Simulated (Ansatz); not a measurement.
# Run report: WS2, geometry relaxation (part 2 of 2)

The same run, continued: WS2 (P-3m1, 6 atoms in the cell); DFT PBEsol, scalar-relativistic, plane waves, PAW, no spin polarisation (Ansatz 0.2.0); cutoff 420 eV, 12×12×2 k-mesh, Gaussian smearing of 0.02 eV. The structure derives from a Materials Project entry.

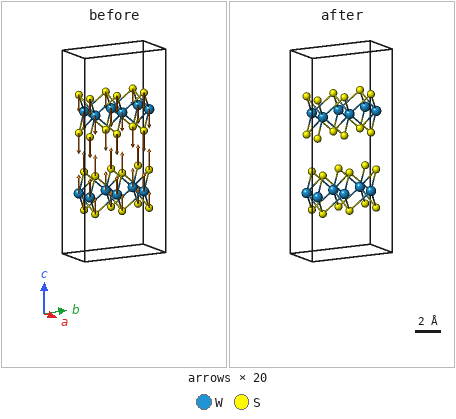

Fig. 1: Before (left) and after (right) the relaxation, at one scale (ball-and-stick view of the 2 × 3 repeat of the cell, with the vacuum cut short, seen slightly off an axis). The orange arrows give the displacements (without the part carried along by the change of the cell), magnified 20 times. Over 4 geometry steps the energy falls by 5.2 meV per atom. The largest force component goes from 0.11 to 0.0015 eV/Å. The line search rejected the trial step at point 1 (counted from 0) and went back. The largest moves relative to the cell, 0.087 Å, are those of S4 and S5. Largest moves by element: S 0.087 Å, W 0.079 Å. In the plane the drawn cell goes a 6.366 → 6.292 Å (−1.2 %), b 9.550 → 9.438 Å (−1.2 %). Among the contacts that change: W1–S4 2.410 → 2.399 Å. The space group stays P-3m1 (No. 164). A last SCF at the same geometry on a re-selected plane-wave basis shifts the energy by +0.1 meV per atom. (Atoms are counted from 1 in the order of the input.)

```
basis re-selected at this cell: Δ(F+E_penalty+E_count) = +4.532e-4 eV, ΔP = -0.000 GPa vs the last step (what re-selecting the basis moved, of the pressure what is left beyond the Pulay correction that the steps carried, after the strain that the cell walked since its last selection, with what the two solves' SCF thresholds leave and, on support functions, any second-order correction that the steps lacked; it is no measure of the basis error at this ecutwfc). This SCF's stress stands 6.32e-3 GPa from its target on what of the cell is left free (relax.cell.stress_tol is 5.00e-2 GPa) and its largest allowed force component is 1.46e-3 eV/Å (relax.f_tol is 5.00e-3 eV/Å): within both
WARN: The output density's exchange-correlation potential varies sharply where the density is thin. Do not read a vacuum level from v_tot or v_xc, or from such a field of the output density. On a cell that repeats whose density bears no net charge and no dipole along the vacuum's axis use v_es (v_loc + v_h of the components); under efield.dipole_correction with no amplitude use v_es + v_field, which holds any external_charges[].barrier, or the levels of the report's work_function block, which leave it out; under a non-zero efield.amplitude the vacuum is tilted and has no level; on a cell that repeats and bears such a dipole with no correction it is tilted too, and efield.dipole_correction with no amplitude gives each side of its ramp a level where efield: is served; in a cell that repeats whose density bears a net charge (total_charge, or a fill off its count) it is curved and has none; of a slab under crystal.periodic whose density bears no net charge use v_es, which has a level on each side, short of where the two are joined; of another it falls or rises all the way out and has none; of a slab beside external_charges read slab_vacuum_level instead, which it has where they leave it neutral. The grid or the basis barely resolves most such structure, and the values can differ between equally converged runs; as a rule a tighter scf.convergence.dr2_threshold does not remove it. Where the density itself ripples (under the LDA too) a higher basis.ecutwfc lessens it. The files hold the spikes' plane waves up to the density's cutoff. Files: v_tot_of_output_density and the like, and their columns of v_z.tsv (output.write_potential); v_xc_of_output_density and the like, and their columns of v_comp_z.tsv (output.write_potential_components). Measured: with its Gaussian average of σ = 0.25 Å subtracted twice, the exchange-correlation potential is over 0.1 eV at 1 of the grid points where the equally averaged density (valence and model cores) is under 1e-3 e/Å³, and 0.157 eV at the most among them, at an averaged density of 8.2e-9 e/Å³. See output.write_potential in the manual, Limitations
SCF converged after 7 iterations
Free energy (F): -24058.134807 eV
Harris-Foulkes:  -24058.134807 eV  (|F-HF|=3.27e-11)
Internal energy: -24058.134807 eV  (E = F + TS)
E sigma→0 (E₀):  -24058.134807 eV
Fermi energy:    4.122022 eV
--- Per-component energies (eV) ---
  E_band       = -788.762701
  E_kinetic    = 1333.934765
  E_local      = -31890.345928  (includes V_loc(G=0)·N_el)
  E_nonlocal   = 120.630431
  E_hartree    = 15375.911460
  E_xc         = -917.421875
  E_vxc        = -829.960157  (∫ρ·V_xc dr)
  E_paw        = -19209.064410  (= ΣΔE_a)
  E_vpaw       = -274.844010  (= ΣTr[D̂ρ^β])
  E_aug_tail   = -0.000131  (compensation charges beyond the density's cutoff)
  E_ewald      = 11127.529499
  E_core_change = 0.691382  (= ΣΔE_core)
  E_smearing   = -0.000000  (= −TS)
  E_closure    = 0.000000  (closes the sum)
  Σ components = -24058.134807   (vs F -24058.134807, Δ=0.00e0)
--- Forces (eV/Å), atoms counted from 1 ---
  atom   1  W      0.00000000     0.00000000     0.00042269
  atom   2  W      0.00000000     0.00000000    -0.00042269
  atom   3  S     -0.00000000    -0.00000000     0.00145579
  atom   4  S      0.00000000    -0.00000000     0.00097751
  atom   5  S     -0.00000000     0.00000000    -0.00097751
  atom   6  S      0.00000000     0.00000000    -0.00145579
  max |Σ_I F_I| component: 4.63e-18 eV/Å
--- Stress (GPa, compression-positive) ---
       -0.000449       0.000000      -0.000000
        0.000000      -0.000449       0.000000
       -0.000000       0.000000      -0.006322
  P = ⅓ Tr σ = -0.0024 GPa (-0.024 kbar)
--- Band table (eV; the first three rows and the last of 38) ---
  k-point 0: bands = ["-70.7760", "-70.7760", "-35.0905", "-35.0905", "-34.8929", "-34.8929", "-34.8929", "-34.8929", "-11.8748", "-11.7946", "-10.2143", "-10.0586", "-3.6624", "-3.2464", "0.2102", "0.2102", "0.2144", "0.2144", "0.4008", "1.3445", "1.4886", "1.4886", "1.5052", "1.5052", "2.7465", "3.3598", "6.0480", "6.0480", "6.0538", "6.0538", "6.1988", "6.1988"]
  k-point 1: bands = ["-70.7760", "-70.7760", "-35.0905", "-35.0905", "-34.8929", "-34.8929", "-34.8929", "-34.8929", "-11.8748", "-11.7946", "-10.2143", "-10.0586", "-3.6624", "-3.2464", "0.2102", "0.2102", "0.2144", "0.2144", "0.4008", "1.3446", "1.4886", "1.4886", "1.5053", "1.5053", "2.7465", "3.3598", "6.0481", "6.0481", "6.0538", "6.0538", "6.1988", "6.1988"]
  k-point 2: bands = ["-70.7747", "-70.7747", "-35.0858", "-35.0857", "-34.9191", "-34.9191", "-34.8989", "-34.8989", "-11.7538", "-11.6736", "-10.1672", "-10.0164", "-3.5202", "-3.1041", "-0.0997", "-0.0923", "0.1466", "0.3286", "0.3348", "0.7564", "1.2983", "1.3167", "1.5682", "1.8453", "2.7278", "3.2334", "5.9076", "5.9382", "5.9431", "6.0062", "6.0772", "6.1512"]
  k-point 37: bands = ["-70.7534", "-70.7534", "-35.1775", "-35.1775", "-35.1396", "-35.1396", "-35.0100", "-35.0100", "-9.2223", "-9.2223", "-9.1586", "-9.1586", "-2.8942", "-2.8367", "-2.4198", "-2.4198", "-1.5830", "-1.4939", "-0.8722", "-0.8722", "-0.2453", "-0.2453", "0.6765", "0.6765", "3.0186", "3.1015", "5.0031", "5.0031", "6.0834", "6.5968", "7.1823", "7.1823"]
--- Relaxed structure (5 steps of the walk, 4 accepted, 1 SCFs on fresh bases) ---
  F+E_penalty+E_count = -24058.13480690 eV   max|allowed force component| = 1.456e-3 eV/Å   (the final SCF, on the basis selected at the relaxed cell)
  cell:  # Å, volume = 201.9892 Å³
    - [3.145881376313229, 0.0, -3.771169180596883e-18]
    - [-1.5729406881566146, 2.7244131891796095, 1.885584590298442e-18]
    - [-2.804054739878157e-17, 8.210431454676335e-33, 23.567459516640792]
  atoms:
    - { symbol: W, position: [0.3333333333333333, 0.6666666666666666, 0.6345758338656404] }
    - { symbol: W, position: [0.6666666666666666, 0.3333333333333333, 0.36542416613435963] }
    - { symbol: S, position: [0.3333333333333333, 0.6666666666666666, 0.2989470131616565] }
    - { symbol: S, position: [0.6666666666666666, 0.3333333333333333, 0.5680493290726624] }
    - { symbol: S, position: [0.3333333333333333, 0.6666666666666666, 0.4319506709273379] }
    - { symbol: S, position: [0.6666666666666666, 0.3333333333333333, 0.7010529868383437] }
```

Trajectory as extended XYZ (Å, eV, eV/Å), 6 frames, from step=1 to step=6
```
6
Lattice="3.1832 0.0000 0.0000 -1.5916 2.7567 0.0000 0.0000 0.0000 23.6688" Properties=species:S:1:pos:R:3:forces:R:3 step=1 energy=-24058.10435 pressure_GPa=-1.51
W     0.0000    1.8378   15.0845    0.0000   0.0000   0.0067
W     1.5916    0.9189    8.5842    0.0000   0.0000  -0.0067
S     0.0000    1.8378    7.0253    0.0000   0.0000   0.1147
S     1.5916    0.9189   13.5253    0.0000   0.0000   0.0888
S     0.0000    1.8378   10.1434    0.0000   0.0000  -0.0888
S     1.5916    0.9189   16.6435    0.0000   0.0000  -0.1147
6
Lattice="3.0983 0.0000 0.0000 -1.5491 2.6832 0.0000 0.0000 0.0000 23.6018" Properties=species:S:1:pos:R:3:forces:R:3 step=2 energy=-24058.08392 pressure_GPa=1.05 accepted=F
W     0.0000    1.7888   14.9783    0.0000   0.0000   0.0041
W     1.5491    0.8944    8.6235    0.0000   0.0000  -0.0041
S     0.0000    1.7888    7.0286    0.0000   0.0000   0.2162
S     1.5491    0.8944   13.3820    0.0000   0.0000   0.2191
S     0.0000    1.7888   10.2198    0.0000   0.0000  -0.2191
S     1.5491    0.8944   16.5732    0.0000   0.0000  -0.2162
6
Lattice="3.1480 0.0000 0.0000 -1.5740 2.7262 0.0000 0.0000 0.0000 23.6046" Properties=species:S:1:pos:R:3:forces:R:3 step=3 energy=-24058.13455 pressure_GPa=-0.23
W     0.0000    1.8175   15.0064    0.0000   0.0000   0.0005
W     1.5740    0.9087    8.5982    0.0000   0.0000  -0.0005
S     0.0000    1.8175    7.0296    0.0000   0.0000   0.0547
S     1.5740    0.9087   13.4369    0.0000   0.0000   0.0452
S     0.0000    1.8175   10.1677    0.0000   0.0000  -0.0452
S     1.5740    0.9087   16.5750    0.0000   0.0000  -0.0547
6
Lattice="3.1454 0.0000 0.0000 -1.5727 2.7240 0.0000 0.0000 0.0000 23.5673" Properties=species:S:1:pos:R:3:forces:R:3 step=4 energy=-24058.13525 pressure_GPa=-0.02
W     0.0000    1.8160   14.9552    0.0000   0.0000   0.0015
W     1.5727    0.9080    8.6121    0.0000   0.0000  -0.0015
S     0.0000    1.8160    7.0447    0.0000   0.0000   0.0120
S     1.5727    0.9080   13.3867    0.0000   0.0000   0.0107
S     0.0000    1.8160   10.1806    0.0000   0.0000  -0.0107
S     1.5727    0.9080   16.5225    0.0000   0.0000  -0.0120
6
Lattice="3.1459 0.0000 0.0000 -1.5729 2.7244 0.0000 0.0000 0.0000 23.5675" Properties=species:S:1:pos:R:3:forces:R:3 step=5 energy=-24058.13526 pressure_GPa=-0.00
W     0.0000    1.8163   14.9553    0.0000   0.0000   0.0004
W     1.5729    0.9081    8.6121    0.0000   0.0000  -0.0004
S     0.0000    1.8163    7.0454    0.0000   0.0000   0.0016
S     1.5729    0.9081   13.3875    0.0000   0.0000   0.0011
S     0.0000    1.8163   10.1800    0.0000   0.0000  -0.0011
S     1.5729    0.9081   16.5220    0.0000   0.0000  -0.0016
6
Lattice="3.1459 0.0000 0.0000 -1.5729 2.7244 0.0000 0.0000 0.0000 23.5675" Properties=species:S:1:pos:R:3:forces:R:3 step=6 energy=-24058.13481 pressure_GPa=-0.00
W     0.0000    1.8163   14.9553    0.0000   0.0000   0.0004
W     1.5729    0.9081    8.6121    0.0000   0.0000  -0.0004
S     0.0000    1.8163    7.0454    0.0000   0.0000   0.0015
S     1.5729    0.9081   13.3875    0.0000   0.0000   0.0010
S     0.0000    1.8163   10.1800    0.0000   0.0000  -0.0010
S     1.5729    0.9081   16.5220    0.0000   0.0000  -0.0015
```

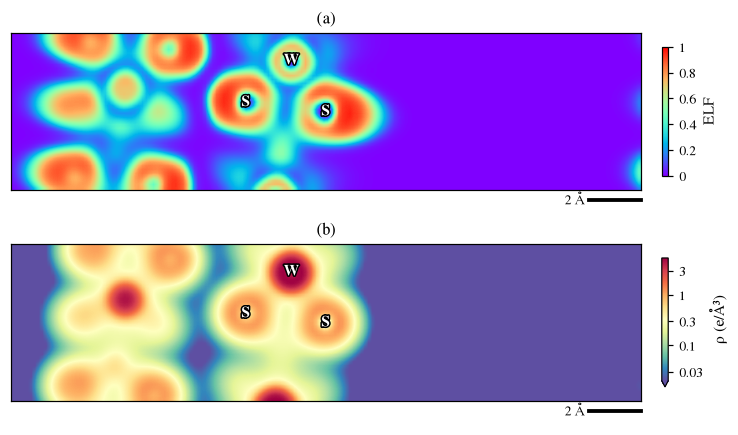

Fig. 2: (a) ELF; (b) valence pseudo-density on the (111) plane of the conventional cell. The section cuts through W and S sites. W–S (2.40 Å): the density is about 0.64 e/Å³ at the midpoint; the ELF is about 0.50 at the midpoint. The density dies away to nearly zero in the voids. The ELF has a maximum of about 0.55 in the space between the atoms. The strong features right at W lie inside the PAW spheres (semicore, d or f shells) and say nothing about bonding. The fields are those of the smooth PAW valence density.

The run was set up as follows.

Input file
```yaml
crystal:
  lattice:
    - [3.1832085602, 0.0, 0.0]
    - [-1.5916042801, 2.7567394786, 0.0]
    - [0.0, 0.0, 23.66876325]
  atoms:
    - { symbol: W, position: [0.33333333, 0.66666667, 0.63731754] }
    - { symbol: W, position: [0.66666667, 0.33333333, 0.36268246] }
    - { symbol: S, position: [0.33333333, 0.66666667, 0.29681611] }
    - { symbol: S, position: [0.66666667, 0.33333333, 0.57144183] }
    - { symbol: S, position: [0.33333333, 0.66666667, 0.42855817] }
    - { symbol: S, position: [0.66666667, 0.33333333, 0.70318389] }
basis:
  ecutwfc: 420
kpoints:
  mp_grid: { grid: [12, 12, 2] }
hamiltonian:
  xc: pbesol
scf:
  occupations: { method: gaussian, width: 0.02 }
output:
  forces: true
  stress: true
  eigenvalues: true
  write_density: true
  write_potential: true
  elf: true
  volumetric_format: npy
relax:
  adjacent_minimum: "off"
  f_tol: 0.005
  max_steps: 80
  cell: { stress_tol: 0.05 }
```

Run as:
```bash
ansatz run input.yaml --threads 2 --pin off --max-ram 5120MiB --backend cpu --events-out ev --progress --plain --runs-dir out
```

Results in brief

| quantity | value |
| --- | --- |
| outcome | converged |
| space group (tolerance 0.01 Å) | P-3m1 (164) |
| electrons treated | 52 |
| free energy | −24058.1348 eV |
| Fermi energy | 4.122 eV |
| gap on the k-point mesh | 1.52 eV |
| pressure | 0.00 GPa |
| final volume | 201.99 Å³ |
| largest force (length of the vector) at the end | 0.001 eV/Å |
| final cell | a = 3.146 Å, b = 3.146 Å, c = 23.567 Å, α = 90.00°, β = 90.00°, γ = 120.00° |
| hardware | 2 threads of Intel Xeon @ 2.50GHz (Skylake/Cascade Lake), 189 GiB of memory available, shared host |
| wall time | 2 min (CPU time 3.4 min) |
| peak memory | 0.61 GiB |

Remarks

The program warns: the exchange-correlation potential is rough where the density is thin. Spin–orbit coupling is left out, which matters for W.
